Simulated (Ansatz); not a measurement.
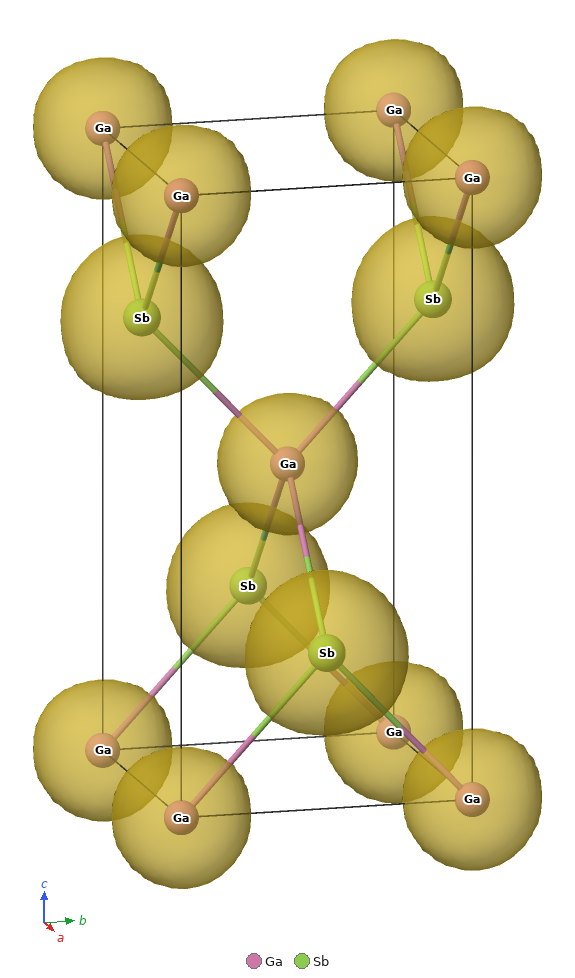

Figure 1: GaSb. Isosurface of the valence electron density at 0.5 e/Å³ (yellow), seen slightly off an axis. Sticks mark near contacts.

Space group I-4m2.

The calculation used Ansatz, DFT PBEsol, scalar-relativistic, plane waves, PAW.

The density is the valence pseudo-density of a PAW calculation; it isn't the true density close to the nuclei.

**What does this surface tell about the bonding?**

At this value the density breaks into separate islands; it holds about 75 % of the electrons treated as valence (semicore included). It bridges none of the near contacts. It is pinched off along the sampled Ga–Sb (2.75 Å) contacts. On the grid the lowest density along these lines, outside the cores, is 0.32 e/Å³ (Ga–Sb, 2.75 Å).
